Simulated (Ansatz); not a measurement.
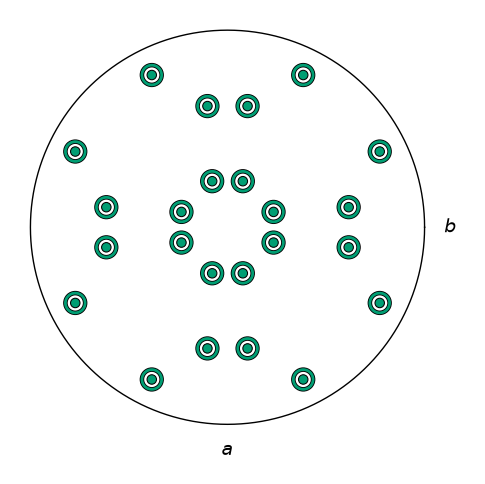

Stereographic projection: filled dots lie in the upper hemisphere, open rings in the lower. The c axis points at the viewer. The poles are all faces of one general form. Computed from the symmetry operations of a computed or model structure of composition Co, which need not be its known form.

Identify the point group and its elements.

Answer. m-3m (Oh), order 48, cubic system: three fourfold axes, four threefold axes, six twofold axes, nine mirror planes, an inversion centre.

Which physical properties does it allow?

Answer. It is centrosymmetric, so neither piezoelectric nor pyroelectric; it is not chiral.
